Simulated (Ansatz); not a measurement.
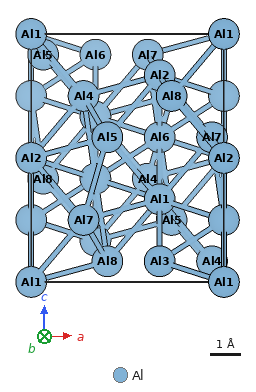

Starting structure of crystalline Al (built on the beta-tungsten (A15)_223 type). Style: ball-and-stick. Shown: the conventional cell (3 times the calculation's cell), along the b axis. Lengths and directions refer to the drawn axes.

Case: the structure that the rattled beta-tungsten (A15) type (Pm-3n, No. 223) fell into.

Level of theory: DFT PBE, scalar-relativistic, plane waves, PAW (Ansatz 0.2.0).

The input:
```yaml
crystal:
  lattice:
    - [3.7526381571, 2.1665866502, 2.7878821413]
    - [-3.7526381571, 2.1665866502, 2.7878821413]
    - [0.0, -4.3331733003, 2.7878821413]
  atoms:
    - { symbol: Al, position: [0.0, 0.0, 0.0] }
    - { symbol: Al, position: [0.5, 0.5, 0.5] }
    - { symbol: Al, position: [0.75, 0.4784467552, 0.0215532448] }
    - { symbol: Al, position: [0.0215532448, 0.75, 0.4784467552] }
    - { symbol: Al, position: [0.9784467552, 0.25, 0.5215532448] }
    - { symbol: Al, position: [0.25, 0.5215532448, 0.9784467552] }
    - { symbol: Al, position: [0.5215532448, 0.9784467552, 0.25] }
    - { symbol: Al, position: [0.4784467552, 0.0215532448, 0.75] }
basis:
  ecutwfc: 420
kpoints:
  mp_grid: { grid: [9, 9, 9] }
hamiltonian:
  xc: pbe
scf:
  occupations: { method: gaussian, width: 0.1 }
output:
  forces: true
  stress: true
  eigenvalues: true
relax:
  adjacent_minimum: "off"
  f_tol: 0.01
  max_steps: 80
  cell: { stress_tol: 0.05 }
```

### Predict the outcome.

After 4 accepted moves (5 points after the start) the energy has fallen by 0.3 meV per atom. Largest force component: 0.0071 eV/Å at the start, 0.00021 eV/Å at the end. The pressure goes from 0.08 to −0.01 GPa. At 1 point the geometry stayed and the basis and grid were re-selected for the new cell (energy shift of less than 0.05 meV per atom at most each time). The largest moves relative to the cell, 0.019 Å, are those of Al3, Al4, Al5, Al6, Al7 and Al8. Al8 goes along −a. Cell: a = b 7.505 → 7.538 Å (+0.4 %), c 8.364 → 8.307 Å (−0.7 %). Volume +0.2 %. Among the contacts that change: Al3–Al4 2.901 → 2.875 Å, Al1–Al3 2.920 → 2.929 Å, Al3–Al6 2.597 → 2.605 Å. The space group stays R-3c (No. 167). The run took of the order of 80 core-seconds on a shared host.

Step by step:

| step | E − E(0), meV/atom | largest force component, eV/Å | pressure, GPa | volume, Å³/atom | note |
| --- | --- | --- | --- | --- | --- |
| 0 | 0.00 | 0.0071 | 0.08 | 17.000 |  |
| 1 | -0.25 | 0.0132 | 0.02 | 17.019 |  |
| 2 | -0.29 | 0.0092 | 0.00 | 17.027 |  |
| 3 | -0.33 | 0.0008 | 0.06 | 17.017 |  |
| 4 | -0.32 | 0.0002 | -0.01 | 17.034 |  |
| 5 | -0.34 | 0.0002 | -0.01 | 17.034 | same geometry, new basis |

Final geometry:

```
CELL_PARAMETERS angstrom
3.76910 2.17609 2.76916
-3.76910 2.17609 2.76916
0.00000 -4.35219 2.76916
ATOMIC_POSITIONS crystal
Al 0.00000 0.00000 0.00000
Al 0.50000 0.50000 0.50000
Al 0.75000 0.47594 0.02406
Al 0.02406 0.75000 0.47594
Al 0.97594 0.25000 0.52406
Al 0.25000 0.52406 0.97594
Al 0.52406 0.97594 0.25000
Al 0.47594 0.02406 0.75000
```
